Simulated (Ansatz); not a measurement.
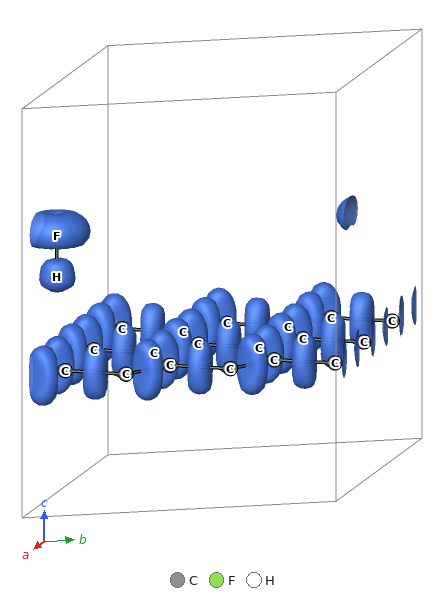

Figure. HC$_{18}$F (slab). Isosurface of the electron localisation function at 0.8 (blue), seen slightly off an axis. Core shells and regions of very low density are left out. Sticks mark near contacts.

All numbers below come from Ansatz, DFT PBE-D3(BJ), scalar-relativistic, plane waves, PAW.

In a PAW calculation such maps are meaningful between the atoms, not at the nuclei.

Q: Identify the bonds, lone pairs and shells in this picture.

A: The surface consists of 27 regions between bonded C–C atoms (shared pairs), one region around a hydrogen nucleus and one region wrapped around F (its valence shell), counted in one cell of 20 atoms. Counts are for one cell; the picture repeats the cell along the surface.

Values along the shortest contacts:
F–H (0.94 Å): the ELF climbs to about 0.95 towards the hydrogen, as it does in any bond to H: an ordinary covalent bond to hydrogen. C–C (1.41 Å): the ELF peaks at about 0.95 between the atoms, as expected for localised, covalent bonding.
